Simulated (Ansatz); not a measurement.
## Geometry relaxation, with input and output: ZnO (part 2 of 2)

Continued. System: ZnO (P6₃mc, 4 atoms in the cell). Method: DFT HSE06, scalar-relativistic, plane waves, PAW, no spin polarisation (Ansatz 0.2.0); cutoff 420 eV, 6×6×4 k-mesh, Gaussian smearing of 0.02 eV. The structure derives from an entry of the Crystallography Open Database.

Geometry of the input (Å; fractional positions):
```
3.3144  0.0000  0.0000
-1.6572  2.8704  0.0000
0.0000  0.0000  5.3222
Zn 0.3333  0.6667  0.4992
Zn 0.6667  0.3333  -0.0008
O  0.6667  0.3333  0.3799
O  0.3333  0.6667  0.8799
```

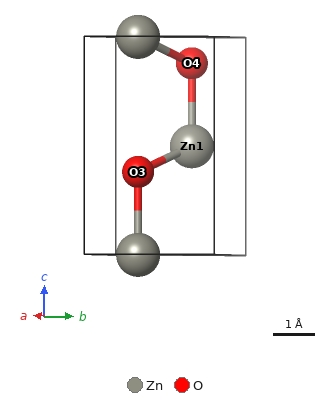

*The geometry at step 1 of the log (ball-and-stick view of the cell of the calculation, seen at an oblique angle; atoms are numbered from 1 in the order of the input).*

The program's output, continued
```
SCF iter   1: F=—  HF=-7773.344531 eV  |F-HF|=—  |Δ(HF+E_count)|=         —  Δρ=2.33e-4  dr2=1.14e-5  ethr=6.27e-7  ⟨swp⟩=5.1  Hψ=2385  notcnv=0
preconditioner: auto → none  [insulator: Δε(μ)=2.376 eV  Ē_g=15.033 eV  σ=0.020 eV  W_gap=1.00  n_scr=22 (ndim 8)  ℏωp=31.3 eV  f_vac=0.059  D(μ)=0.00/eV (n_scr^D=0)]
SCF iter   2: F=—  HF=-7773.344526 eV  |F-HF|=—  |Δ(HF+E_count)|=   4.74e-6  Δρ=9.04e-5  dr2=1.44e-5  ethr=2.89e-8  ⟨swp⟩=2.1  Hψ=846  notcnv=0
SCF iter   3: F=—  HF=-7773.344732 eV  |F-HF|=—  |Δ(HF+E_count)|=   2.06e-4  Δρ=1.05e-4  dr2=4.47e-6  ethr=3.75e-9  ⟨swp⟩=5.0  Hψ=1690  notcnv=0
iter 4 solved again at ethr=2.84e-10 eV; its pass at ethr=3.75e-9 eV (dr2=1.02e-7 eV) is discarded
SCF iter   4: F=—  HF=-7773.344729 eV  |F-HF|=—  |Δ(HF+E_count)|=   2.52e-6  Δρ=1.93e-5  dr2=2.59e-7  ethr=2.84e-10  ⟨swp⟩=2.0  Hψ=2007  notcnv=0
SCF iter   5: F=-7773.344731 eV  HF=-7773.344731 eV  |F-HF|=8.04e-8  |Δ(HF+E_count)|=   1.75e-6  Δρ=1.36e-5  dr2=8.54e-8  ethr=2.84e-10  ⟨swp⟩=4.0  Hψ=1554  notcnv=0
SCF 5 stopped early in 5 iterations: F = -7773.344731 eV  dr2 = 8.54e-8
  Residual-converged pass: ⟨swp⟩=2.0  Hψ=820  notcnv=0  max |occ|·‖R‖ = 6.2e-6 eV (tolerance 6.3e-6 eV)  dr2=8.55e-8  dr2_onsite=1.61e-8  max |Δocc| = 0.0e0
hybrid outer 1: dexx = +2.242e-4 eV, tail = 2.23e-6 eV
Exchange kernel: α = 0.2500, screened, ω = 0.2079 Å⁻¹, Wigner–Seitz truncation, v(0) = 1045.0554 eV·Å³, q-mesh 6×6×4, nearest image of the exchange supercell L = 19.88 Å, pair-density grid 20×20×30, without the augmentation charges, whose exchange is taken in its separable form by FFT convolution over the k-point mesh (sized by the pseudopotential files, 20×20×36 at the most), smooth part of the exact exchange by density-matrix convolution
Frozen-core exchange: fock
SCF iter   1: F=—  HF=-7773.344732 eV  |F-HF|=—  |Δ(HF+E_count)|=         —  Δρ=1.70e-5  dr2=1.58e-7  ethr=3.10e-8  ⟨swp⟩=4.2  Hψ=1081  notcnv=0
preconditioner: auto → none  [insulator: Δε(μ)=2.375 eV  Ē_g=15.033 eV  σ=0.020 eV  W_gap=1.00  n_scr=22 (ndim 8)  ℏωp=31.3 eV  f_vac=0.059  D(μ)=0.00/eV (n_scr^D=0)]
SCF iter   2: F=—  HF=-7773.344732 eV  |F-HF|=—  |Δ(HF+E_count)|=   4.68e-8  Δρ=6.55e-6  dr2=2.78e-8  ethr=4.03e-10  ⟨swp⟩=3.1  Hψ=1178  notcnv=0
SCF iter   3: F=—  HF=-7773.344732 eV  |F-HF|=—  |Δ(HF+E_count)|=   7.24e-8  Δρ=5.24e-6  dr2=1.30e-8  ethr=4.13e-11  ⟨swp⟩=4.0  Hψ=1503  notcnv=0
SCF iter   4: F=—  HF=-7773.344732 eV  |F-HF|=—  |Δ(HF+E_count)|=   4.64e-9  Δρ=1.36e-6  dr2=9.54e-10  ethr=3.23e-11  ⟨swp⟩=3.0  Hψ=1133  notcnv=0
SCF iter   5: F=—  HF=-7773.344732 eV  |F-HF|=—  |Δ(HF+E_count)|=   1.46e-9  Δρ=7.74e-7  dr2=1.74e-10  ethr=1.84e-12  ⟨swp⟩=3.6  Hψ=1236  notcnv=0
SCF iter   6: F=-7773.344732 eV  HF=-7773.344732 eV  |F-HF|=6.37e-12  |Δ(HF+E_count)|=  1.02e-10  Δρ=2.31e-7  dr2=2.58e-11  ethr=1.00e-12  ⟨swp⟩=2.6  Hψ=858  notcnv=0
SCF 6 converged in 6 iterations: F = -7773.344732 eV  dr2 = 2.58e-11
  Residual-converged pass: ⟨swp⟩=3.3  Hψ=1197  notcnv=0  max |occ|·‖R‖ = 2.5e-7 eV (tolerance 2.7e-7 eV)  dr2=2.73e-11  dr2_onsite=4.00e-12  max |Δocc| = 0.0e0
hybrid outer 2: dexx = +7.418e-8 eV, tail = 1.67e-9 eV, Δε = 5.69e-4 eV (about 1.84e-5 eV left of the loop's levels), ΔF = 3.69e-3 eV/Å (tail 5.49e-4)
Exchange kernel: α = 0.2500, screened, ω = 0.2079 Å⁻¹, Wigner–Seitz truncation, v(0) = 1045.0554 eV·Å³, q-mesh 6×6×4, nearest image of the exchange supercell L = 19.88 Å, pair-density grid 20×20×30, without the augmentation charges, whose exchange is taken in its separable form by FFT convolution over the k-point mesh (sized by the pseudopotential files, 20×20×36 at the most), smooth part of the exact exchange by density-matrix convolution
Frozen-core exchange: fock
SCF iter   1: F=—  HF=-7773.344732 eV  |F-HF|=—  |Δ(HF+E_count)|=         —  Δρ=6.73e-7  dr2=2.36e-10  ethr=2.33e-11  ⟨swp⟩=7.1  Hψ=1387  notcnv=0
SCF iter   2: F=-7773.344732 eV  HF=-7773.344732 eV  |F-HF|=1.82e-11  |Δ(HF+E_count)|=  8.28e-11  Δρ=2.60e-7  dr2=2.84e-11  ethr=1.00e-12  ⟨swp⟩=3.0  Hψ=951  notcnv=0
SCF 7 converged in 2 iterations: F = -7773.344732 eV  dr2 = 2.84e-11
  Residual-converged pass: ⟨swp⟩=3.3  Hψ=1221  notcnv=0  max |occ|·‖R‖ = 2.6e-7 eV (tolerance 2.7e-7 eV)  dr2=2.94e-11  dr2_onsite=8.16e-12  max |Δocc| = 0.0e0
hybrid outer 3: dexx = +5.028e-11 eV, tail = 8.24e-11 eV, Δε = 6.30e-6 eV (about 1.50e-6 eV left of the loop's levels), ΔF = 5.53e-4 eV/Å (tail 3.29e-4)
relax step   2: F+E_penalty+E_count = -7773.34473236 eV  Δ(F+E_penalty+E_count) = -4.545e-5 eV  max|allowed force component| = 3.357e-3 eV/Å  Δτ_max = 0.0007 Å  P = -7.431 GPa  Ω = 50.633 Å³  energy of the carried Pulay correction = -2.345e-6 eV  fix = [volume]  reactions: volume -7.431 GPa  (13 SCF iters, accepted)
Exchange kernel: α = 0.2500, screened, ω = 0.2079 Å⁻¹, Wigner–Seitz truncation, v(0) = 1045.0554 eV·Å³, q-mesh 6×6×4, nearest image of the exchange supercell L = 19.88 Å, pair-density grid 20×20×30, without the augmentation charges, whose exchange is taken in its separable form by FFT convolution over the k-point mesh (sized by the pseudopotential files, 20×20×36 at the most), smooth part of the exact exchange by density-matrix convolution
Frozen-core exchange: fock
iter 1 solved again at ethr=8.88e-12 eV; its pass at ethr=1.00e-1 eV (dr2=3.20e-9 eV) is discarded
SCF iter   1: F=—  HF=-7773.344677 eV  |F-HF|=—  |Δ(HF+E_count)|=         —  Δρ=4.66e-6  dr2=2.19e-9  ethr=8.88e-12  ⟨swp⟩=14.7  Hψ=2847  notcnv=6  reapply=3
preconditioner: auto → none  [insulator: Δε(μ)=3.372 eV  Ē_g=15.386 eV  σ=0.020 eV  W_gap=1.00  n_scr=22 (ndim 8)  ℏωp=31.3 eV  f_vac=0.059  D(μ)=0.00/eV (n_scr^D=0)]
SCF iter   2: F=—  HF=-7773.344677 eV  |F-HF|=—  |Δ(HF+E_count)|=   2.33e-9  Δρ=2.63e-6  dr2=1.43e-9  ethr=5.53e-12  ⟨swp⟩=4.0  Hψ=1478  notcnv=0
SCF iter   3: F=—  HF=-7773.344677 eV  |F-HF|=—  |Δ(HF+E_count)|=  4.99e-10  Δρ=1.29e-6  dr2=1.17e-9  ethr=3.42e-12  ⟨swp⟩=3.0  Hψ=1089  notcnv=0
SCF iter   4: F=—  HF=-7773.344677 eV  |F-HF|=—  |Δ(HF+E_count)|=   6.89e-8  Δρ=1.39e-6  dr2=6.10e-10  ethr=1.00e-12  ⟨swp⟩=5.7  Hψ=1735  notcnv=0
SCF iter   5: F=-7773.344677 eV  HF=-7773.344677 eV  |F-HF|=1.09e-10  |Δ(HF+E_count)|=  1.56e-10  Δρ=6.16e-7  dr2=1.23e-10  ethr=1.00e-12  ⟨swp⟩=3.0  Hψ=1033  notcnv=0
SCF 8 converged in 5 iterations: F = -7773.344677 eV  dr2 = 1.23e-10
  Residual-converged pass: ⟨swp⟩=3.2  Hψ=1007  notcnv=0  max |occ|·‖R‖ = 2.7e-7 eV (tolerance 2.7e-7 eV)  dr2=1.13e-10  dr2_onsite=4.91e-11  max |Δocc| = 0.0e0
hybrid outer 1: dexx = +7.864e-8 eV, tail = 5.39e-10 eV
Exchange kernel: α = 0.2500, screened, ω = 0.2079 Å⁻¹, Wigner–Seitz truncation, v(0) = 1045.0554 eV·Å³, q-mesh 6×6×4, nearest image of the exchange supercell L = 19.88 Å, pair-density grid 20×20×30, without the augmentation charges, whose exchange is taken in its separable form by FFT convolution over the k-point mesh (sized by the pseudopotential files, 20×20×36 at the most), smooth part of the exact exchange by density-matrix convolution
Frozen-core exchange: fock
SCF iter   1: F=—  HF=-7773.344677 eV  |F-HF|=—  |Δ(HF+E_count)|=         —  Δρ=7.89e-7  dr2=2.03e-10  ethr=7.49e-12  ⟨swp⟩=12.1  Hψ=1480  notcnv=0
SCF iter   2: F=-7773.344677 eV  HF=-7773.344677 eV  |F-HF|=0.00e0  |Δ(HF+E_count)|=  7.64e-11  Δρ=1.51e-7  dr2=3.35e-12  ethr=1.00e-12  ⟨swp⟩=3.0  Hψ=954  notcnv=0
SCF 9 converged in 2 iterations: F = -7773.344677 eV  dr2 = 3.35e-12
  Residual-converged pass: ⟨swp⟩=3.1  Hψ=1188  notcnv=0  max |occ|·‖R‖ = 2.6e-7 eV (tolerance 2.7e-7 eV)  dr2=2.57e-12  dr2_onsite=5.41e-13  max |Δocc| = 0.0e0
hybrid outer 2: dexx = +6.310e-12 eV, tail = 8.69e-12 eV, Δε = 1.25e-5 eV (about 2.25e-6 eV left of the loop's levels), ΔF = 3.44e-6 eV/Å (tail 5.47e-5)
relax step   3: F+E_penalty+E_count = -7773.34467746 eV  Δ(F+E_penalty+E_count) = +5.490e-5 eV  max|allowed force component| = 3.394e-3 eV/Å  Δτ_max = 0.0000 Å  P = -7.431 GPa  Ω = 50.633 Å³  fix = [volume]  reactions: volume -7.431 GPa  stress off target by 4.87e-2 GPa on what of the cell is left free  SCF on the basis re-selected at this cell (its energy is not comparable with the rows above)  (7 SCF iters)
basis re-selected at this cell: Δ(F+E_penalty+E_count) = +5.490e-5 eV, ΔP = -0.000 GPa vs the last step (what re-selecting the basis moved, of the pressure what is left beyond the Pulay correction that the steps carried, after the strain that the cell walked since its last selection, with what the two solves' SCF thresholds leave and, on support functions, any second-order correction that the steps lacked; it is no measure of the basis error at this ecutwfc). This SCF's stress stands 4.87e-2 GPa from its target on what of the cell is left free (relax.cell.stress_tol is 1.00e-1 GPa) and its largest allowed force component is 3.39e-3 eV/Å (relax.f_tol is 1.00e-2 eV/Å): within both
hybrid SCF converged: 2 outer / 7 inner (+0 warm-up), last move |dexx| = 6.31e-12 eV, tail = 8.69e-12 eV
Stability not checked: this state was not tested for a lower state beside it, because the functional holds exact exchange (a hybrid, or Hartree-Fock), whose exchange loop this test does not read (fock_operator; see scf.lower_state_search)
Free energy (F): -7773.344677 eV
Frozen-core exchange: fock
Harris-Foulkes:  -7773.344677 eV  (|F-HF|=0.00e0)
Internal energy: -7773.344677 eV  (E = F + TS)
E sigma→0 (E₀):  -7773.344677 eV
Fermi energy:    6.273077 eV
--- Per-component energies (eV) ---
  E_band       = -33.337783
  E_kinetic    = 609.835448
  E_local      = -4117.096048  (includes V_loc(G=0)·N_el)
  E_nonlocal   = 1341.433009
  E_hartree    = 1699.955152
  E_xc         = -332.968483
  E_vxc        = -229.245090  (∫ρ·V_xc dr)
  E_exx        = -122.338015  (= α·E_x^exact, valence–valence)
  E_paw        = -3951.107249  (= ΣΔE_a)
  E_vpaw       = -793.503406  (= ΣTr[D̂ρ^β])
  E_aug_tail   = 0.003962  (compensation charges beyond the density's cutoff)
  E_ewald      = -2902.290467
  E_core_change = 1.228014  (= ΣΔE_core)
  E_smearing   = -0.000000  (= −TS)
  E_closure    = 0.000002  (closes the sum)
  Σ components = -7773.344677   (vs F -7773.344677, Δ=0.00e0)
--- Forces (eV/Å), atoms counted from 1 ---
  atom   1  Zn    -0.00000000    -0.00000000     0.00339592
  atom   2  Zn     0.00000000     0.00000000     0.00339592
  atom   3  O     -0.00000000    -0.00000000    -0.00339155
  atom   4  O      0.00000000     0.00000000    -0.00339155
  max |Σ_I F_I| component: 8.74e-6 eV/Å
--- Stress (GPa, compression-positive) ---
       -7.455419      -0.000000      -0.000000
       -0.000000      -7.455419      -0.000000
       -0.000000      -0.000000      -7.382350
  P = ⅓ Tr σ = -7.4311 GPa (-74.311 kbar)
--- Band table (eV; the first three rows and the last of 21) ---
  k-point 0: bands = ["-13.9015", "-13.2460", "-1.3986", "-1.3986", "-1.3611", "-1.2315", "-1.2315", "-0.5330", "-0.5330", "-0.5079", "-0.3648", "-0.3648", "0.2713", "4.3189", "4.3189", "5.0332", "5.0856", "5.0856", "7.4604", "12.0446", "15.1351", "19.7615"]
  k-point 1: bands = ["-13.8089", "-13.3454", "-1.3899", "-1.3845", "-1.3845", "-1.2672", "-1.2672", "-1.0277", "-0.5000", "-0.5000", "-0.3805", "-0.3805", "1.2188", "4.1293", "4.4332", "4.4332", "4.9753", "4.9753", "8.4920", "11.5046", "15.5984", "19.1953"]
  k-point 2: bands = ["-13.5806", "-13.5806", "-1.3569", "-1.3569", "-1.3364", "-1.3364", "-1.3364", "-1.3364", "-0.4318", "-0.4318", "-0.4318", "-0.4318", "2.6678", "2.6678", "4.7061", "4.7061", "4.7061", "4.7061", "10.1495", "10.1495", "16.9861", "16.9861"]
  k-point 20: bands = ["-13.1240", "-13.1240", "-1.1886", "-1.1886", "-1.0920", "-1.0920", "-0.6659", "-0.6659", "-0.5243", "-0.5243", "-0.0832", "-0.0832", "1.1286", "1.1286", "2.3658", "2.3658", "3.9344", "3.9344", "14.8133", "14.8133", "14.8209", "14.8209"]
--- Relaxed structure (2 steps of the walk, 2 accepted, 1 SCFs on fresh bases) ---
  F+E_penalty+E_count = -7773.34467746 eV   max|allowed force component| = 3.394e-3 eV/Å   (the final SCF, on the basis selected at the relaxed cell)
  cell:  # Å, volume = 50.6328 Å³
    - [3.31304146443853, 5.0877192508855635e-20, 1.150302894009214e-34]
    - [-1.656520732219265, 2.8691780719949658, -5.75151447004607e-35]
    - [1.847109420176942e-34, 0.0, 5.326569423040889]
  atoms:
    - { symbol: Zn, position: [0.3333333333333334, 0.6666666666666669, 0.49928565390078666] }
    - { symbol: Zn, position: [0.6666666666666666, 0.3333333333333334, -0.0007143460992132838] }
    - { symbol: O, position: [0.6666666666666666, 0.3333333333333334, 0.37972434609921324] }
    - { symbol: O, position: [0.3333333333333334, 0.6666666666666669, 0.8797243460992132] }
```

Trajectory as extended XYZ (Å, eV, eV/Å), 3 frames, from step=1 to step=3
```
4
Lattice="3.3144 0.0000 0.0000 -1.6572 2.8704 0.0000 0.0000 0.0000 5.3222" Properties=species:S:1:pos:R:3:forces:R:3 step=1 energy=-7773.34469 pressure_GPa=-7.43
Zn    0.0000    1.9136    2.6566    0.0000   0.0000   0.0038
Zn    1.6572    0.9568   -0.0045    0.0000   0.0000   0.0038
O     1.6572    0.9568    2.0217    0.0000   0.0000  -0.0038
O     0.0000    1.9136    4.6827    0.0000   0.0000  -0.0038
4
Lattice="3.3130 0.0000 0.0000 -1.6565 2.8692 0.0000 0.0000 0.0000 5.3266" Properties=species:S:1:pos:R:3:forces:R:3 step=2 energy=-7773.34473 pressure_GPa=-7.43
Zn    0.0000    1.9128    2.6595    0.0000   0.0000   0.0034
Zn    1.6565    0.9564   -0.0038    0.0000   0.0000   0.0034
O     1.6565    0.9564    2.0226    0.0000   0.0000  -0.0034
O     0.0000    1.9128    4.6859    0.0000   0.0000  -0.0034
4
Lattice="3.3130 0.0000 0.0000 -1.6565 2.8692 0.0000 0.0000 0.0000 5.3266" Properties=species:S:1:pos:R:3:forces:R:3 step=3 energy=-7773.34468 pressure_GPa=-7.43
Zn    0.0000    1.9128    2.6595    0.0000   0.0000   0.0034
Zn    1.6565    0.9564   -0.0038    0.0000   0.0000   0.0034
O     1.6565    0.9564    2.0226    0.0000   0.0000  -0.0034
O     0.0000    1.9128    4.6859    0.0000   0.0000  -0.0034
```

Key numbers

| quantity | value |
| --- | --- |
| outcome | converged |
| space group (tolerance 0.01 Å) | P6₃mc (186) |
| electrons treated | 36 |
| free energy | −7773.3447 eV |
| Fermi energy | 6.273 eV |
| gap on the k-point mesh | 2.37 eV |
| pressure | −7.43 GPa |
| final volume | 50.63 Å³ |
| largest force (length of the vector) at the end | 0.003 eV/Å |
| final cell | a = 3.313 Å, b = 3.313 Å, c = 5.327 Å, α = 90.00°, β = 90.00°, γ = 120.00° |
| hardware | 4 threads of Intel Xeon @ 2.50GHz (Skylake/Cascade Lake), 189 GiB of memory available, shared host |
| wall time | 2.9 min (CPU time 7.5 min) |
| peak memory | 1.5 GiB |

Remarks

The cell is under a tension of 7.4 GPa at this level, so it is not at its equilibrium volume.
